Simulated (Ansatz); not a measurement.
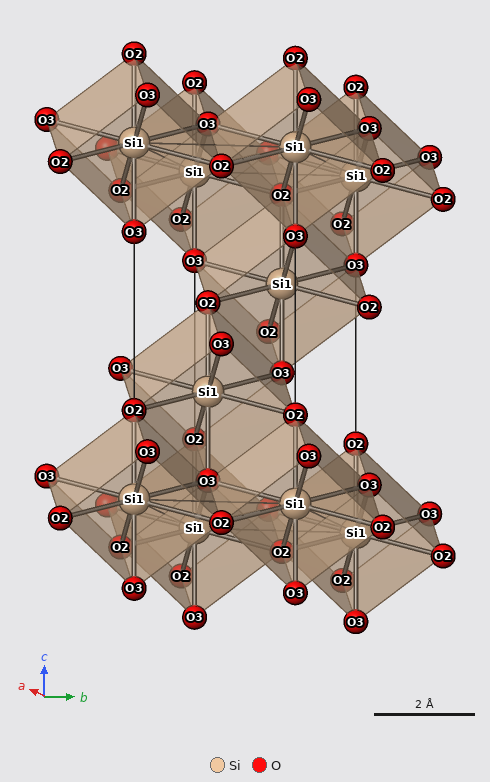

Fig. 1: The input geometry of run A (polyhedral view of the cell 3 times as large as that of the calculation, set on its symmetry axes, seen at an oblique angle; polyhedra are completed across the faces of the cell; atoms are numbered from 1 in the order of the input).

**What a change does: band-structure calculation on SiO2**

System: SiO2 (R-3m, 3 atoms in the cell).
Method of run A: DFT, r2SCAN, plane waves, PAW, no spin polarisation (Ansatz 0.2.0).

The structure was built on a prototype by a generator. The geometry comes from this level: r2SCAN (a point of a series of strains). Text and figures count atoms from 1; the logs count them from 0 in places.

### Input, run A
```yaml
crystal:
  lattice:
    - [-0.1384298646, 2.1818906408, 2.1818906408]
    - [2.1818906408, -0.1384298646, 2.1818906408]
    - [2.1818906408, 2.1818906408, -0.1384298646]
  atoms:
    - { symbol: Si, position: [0.0, 0.0, 0.0] }
    - { symbol: O, position: [0.2494540261, 0.2494540261, 0.2494540261] }
    - { symbol: O, position: [0.7505459739, 0.7505459739, 0.7505459739] }
kpoints:
  mp_grid: { grid: [10, 10, 10] }
  band_path:
    path:
      - [0.0, 0.0, 0.0]
      - [0.5, 0.0, 0.5]
      - [0.625, 0.25, 0.625]
      - [0.375, 0.375, 0.75]
      - [0.5, 0.5, 0.5]
      - [0.5, 0.25, 0.75]
      - [0.0, 0.5, 0.5]
    npoints: 1
hamiltonian:
  xc: r2scan
scf:
  occupations: { method: fixed }
  n_extra_bands: 4
output:
  forces: true
  stress: true
  eigenvalues: true
  write_density: true
  write_potential: true
  elf: true
  volumetric_format: npy
```

Command:
```bash
ansatz run input.yaml --threads 4 --pin off --max-ram 3686MiB --backend cpu --events-out ev --progress --plain --runs-dir out
```

Hardware: 4 threads of an Arm (aarch64) CPU, shared host.

### Output, shortened to warnings, some set-up lines, iterations and results (run A)
```
Basis set: ecut = 500 eV, 585 PW (Γ), exchange–correlation on 96×96×96 points (64 copies of the dense FFT grid, shifted against one another)
Symmetry: 12 space group operations
k-points: 116 of 1000
Initial density: superposition of atomic densities (neutral atoms: chi_scale 0, normalization atom), corrected by the library's trained network
[...]
SCF iter   1: F=—  HF=-1775.940436 eV  |F-HF|=—  |Δ(HF+E_count)|=         —  Δρ=1.83e-2  dr2=8.09e-2  dr2_τ=2.43e-1  ethr=1.77e-3  ⟨swp⟩=5.3  Hψ=7791  notcnv=0  defer=210
SCF iter   2: F=—  HF=-1776.095695 eV  |F-HF|=—  |Δ(HF+E_count)|=   1.55e-1  Δρ=7.85e-3  dr2=5.14e-3  dr2_τ=2.02e-3  ethr=5.06e-4  ⟨swp⟩=2.2  Hψ=3506  notcnv=0  defer=196
SCF iter   3: F=—  HF=-1776.095875 eV  |F-HF|=—  |Δ(HF+E_count)|=   1.80e-4  Δρ=3.08e-3  dr2=1.06e-3  dr2_τ=8.12e-5  ethr=3.21e-5  ⟨swp⟩=3.0  Hψ=2552  notcnv=0  defer=227
SCF iter   4: F=—  HF=-1776.095866 eV  |F-HF|=—  |Δ(HF+E_count)|=   8.64e-6  Δρ=4.76e-4  dr2=3.77e-5  dr2_τ=3.11e-6  ethr=6.60e-6  ⟨swp⟩=2.1  Hψ=2354  notcnv=0  defer=227
SCF iter   5: F=—  HF=-1776.095858 eV  |F-HF|=—  |Δ(HF+E_count)|=   8.78e-6  Δρ=1.08e-4  dr2=2.08e-6  dr2_τ=1.32e-7  ethr=2.36e-7  ⟨swp⟩=2.2  Hψ=2105  notcnv=0  defer=34
SCF iter   6: F=—  HF=-1776.095858 eV  |F-HF|=—  |Δ(HF+E_count)|=   3.38e-7  Δρ=3.42e-5  dr2=2.20e-7  dr2_τ=7.15e-9  ethr=1.30e-8  ⟨swp⟩=2.3  Hψ=2339  notcnv=0  defer=19
SCF iter   7: F=-1776.095858 eV  HF=-1776.095858 eV  |F-HF|=1.87e-9  |Δ(HF+E_count)|=   6.58e-9  Δρ=5.10e-6  dr2=4.94e-9  dr2_τ=1.56e-10  ethr=6.25e-10  ⟨swp⟩=10.3  Hψ=10450  …
SCF 1 converged in 7 iterations: F = -1776.095858 eV  dr2 = 4.94e-9
NSCF: frozen V_eff on 7 k-points
SCF converged after 7 iterations
Free energy (F): -1776.095858 eV
Harris-Foulkes:  -1776.095858 eV  (|F-HF|=1.87e-9)
Internal energy: -1776.095858 eV  (E = F + TS)
E sigma→0 (E₀):  -1776.095858 eV
Fermi energy:    11.984410 eV
--- Per-component energies (eV) ---
  E_band       = 46.994815
  E_kinetic    = 409.675066
  E_local      = -580.368071  (includes V_loc(G=0)·N_el)
  E_nonlocal   = 114.729228
  E_hartree    = 215.793419
  E_xc         = -201.602395
  E_vxc        = -266.739096  (∫ρ·V_xc dr)
  E_paw        = -840.395586  (= ΣΔE_a)
  E_vpaw       = -77.885057  (= ΣTr[D̂ρ^β])
  E_aug_tail   = 0.002131  (compensation charges beyond the density's cutoff)
  E_vtau       = 15.995605  (kinetic-family band-sum trace: ∫τ·v_τ [+ j·A + Jᵃ·Aᵃ] dr)
  E_ewald      = -893.789336
  E_core_change = -0.140315  (= ΣΔE_core)
  E_smearing   = -0.000000  (= −TS)
  E_closure    = 0.000000  (closes the sum)
  Σ components = -1776.095858   (vs F -1776.095858, Δ=0.00e0)
--- Forces (eV/Å), atoms counted from 1 ---
  atom   1  Si    -0.00000000     0.00000000    -0.00000000
  atom   2  O      0.00004412     0.00004412     0.00004412
  atom   3  O     -0.00004412    -0.00004412    -0.00004412
  max |Σ_I F_I| component: 3.47e-18 eV/Å
--- Stress (GPa, compression-positive) ---
        8.309393      -4.149594      -4.149594
       -4.149594       8.309393      -4.149594
       -4.149594      -4.149594       8.309393
  P = ⅓ Tr σ = 8.3094 GPa (83.094 kbar)
```

The input of run B differs as follows (lines with − go, lines with + come):
```diff
-  xc: r2scan
+  xc: pbe
-  occupations: { method: fixed }
+  occupations: { method: fermi_dirac, width: 0.02 }
-  write_density: true
-  write_potential: true
-  elf: true
-  volumetric_format: npy
```

Predict how the results change.

The total energies belong to different methods, so their difference says nothing on which is more stable or more accurate. The gap on the mesh goes from 3.02 to 2.38 eV. The pressure goes from 8.31 to 18.18 GPa. The largest force goes from 0.000 to 0.096 eV/Å. The functional changes from r2SCAN to PBE. The SCF takes 6 iterations against 7. The default cutoff goes from 500 to 420 eV with the change. The plane waves at Γ go from 585 to 459.

### Output, shortened to warnings, some set-up lines, iterations and results (run B)
```
Basis set: ecut = 420 eV, 459 PW (Γ), exchange–correlation on 48×48×48 points (8 copies of the dense FFT grid, shifted against one another)
Symmetry: 12 space group operations
k-points: 116 of 1000
Initial density: superposition of atomic densities (neutral atoms: chi_scale 0, normalization atom), corrected by the library's trained network
[...]
SCF iter   1: F=—  HF=-1770.266341 eV  |F-HF|=—  |Δ(HF+E_count)|=         —  Δρ=8.11e-3  dr2=1.12e-2  ethr=1.77e-3  ⟨swp⟩=6.2  Hψ=9309  notcnv=0
SCF iter   2: F=—  HF=-1770.263409 eV  |F-HF|=—  |Δ(HF+E_count)|=   2.93e-3  Δρ=2.23e-3  dr2=6.98e-4  ethr=7.00e-5  ⟨swp⟩=2.2  Hψ=2946  notcnv=0
SCF iter   3: F=—  HF=-1770.263372 eV  |F-HF|=—  |Δ(HF+E_count)|=   3.68e-5  Δρ=5.11e-4  dr2=1.71e-5  ethr=4.36e-6  ⟨swp⟩=2.7  Hψ=2642  notcnv=0
SCF iter   4: F=—  HF=-1770.263429 eV  |F-HF|=—  |Δ(HF+E_count)|=   5.71e-5  Δρ=5.00e-5  dr2=1.32e-7  ethr=1.07e-7  ⟨swp⟩=2.6  Hψ=2495  notcnv=0
SCF iter   5: F=-1770.263430 eV  HF=-1770.263430 eV  |F-HF|=3.08e-9  |Δ(HF+E_count)|=   3.39e-7  Δρ=7.96e-6  dr2=8.50e-9  ethr=8.25e-10  ⟨swp⟩=2.0  Hψ=2307  notcnv=0
SCF iter   6: F=-1770.263430 eV  HF=-1770.263430 eV  |F-HF|=7.21e-11  |Δ(HF+E_count)|=  7.66e-10  Δρ=1.11e-6  dr2=1.25e-10  ethr=5.31e-11  ⟨swp⟩=2.0  Hψ=4362  notcnv=0
SCF 1 converged in 6 iterations: F = -1770.263430 eV  dr2 = 1.25e-10
NSCF: frozen V_eff on 7 k-points
SCF converged after 6 iterations
Free energy (F): -1770.263430 eV
Harris-Foulkes:  -1770.263430 eV  (|F-HF|=7.21e-11)
Internal energy: -1770.263430 eV  (E = F + TS)
E sigma→0 (E₀):  -1770.263430 eV
Fermi energy:    13.448247 eV
--- Per-component energies (eV) ---
  E_band       = 57.360042
  E_kinetic    = 407.435696
  E_local      = -578.582488  (includes V_loc(G=0)·N_el)
  E_nonlocal   = 117.354431
  E_hartree    = 213.273865
  E_xc         = -206.099944
  E_vxc        = -240.113074  (∫ρ·V_xc dr)
  E_paw        = -829.860587  (= ΣΔE_a)
  E_vpaw       = -75.287406  (= ΣTr[D̂ρ^β])
  E_aug_tail   = 0.004933  (compensation charges beyond the density's cutoff)
  E_ewald      = -893.789336
  E_smearing   = -0.000000  (= −TS)
  E_closure    = 0.000000  (closes the sum)
  Σ components = -1770.263430   (vs F -1770.263430, Δ=0.00e0)
--- Forces (eV/Å), atoms counted from 1 ---
  atom   1  Si    -0.00000000     0.00000000    -0.00000000
  atom   2  O      0.05547934     0.05547934     0.05547934
  atom   3  O     -0.05547934    -0.05547934    -0.05547934
  max |Σ_I F_I| component: 3.47e-17 eV/Å
--- Stress (GPa, compression-positive) ---
       18.183073      -3.309620      -3.309620
       -3.309620      18.183073      -3.309620
       -3.309620      -3.309620      18.183073
  P = ⅓ Tr σ = 18.1831 GPa (181.831 kbar)
```

### The two runs side by side

| quantity | run A | run B |
| --- | --- | --- |
| outcome | converged | converged |
| free energy per atom (eV) | −592.0320 | −590.0878 |
| gap on the mesh (eV) | 3.02 | 2.38 |
| pressure (GPa) | 8.31 | 18.18 |
| largest force (eV/Å) | 0.000 | 0.096 |
| SCF iterations | 7 | 6 |
| irreducible k-points | 116 | 116 |
| plane waves at Γ | 585 | 459 |
| wall time (shared host) | 3 s | 1.5 s |

For run A: The cell is under a pressure of 8.3 GPa at this level, so it is not at its equilibrium volume. For run B: The cell is under a pressure of 18.2 GPa at this level, so it is not at its equilibrium volume.
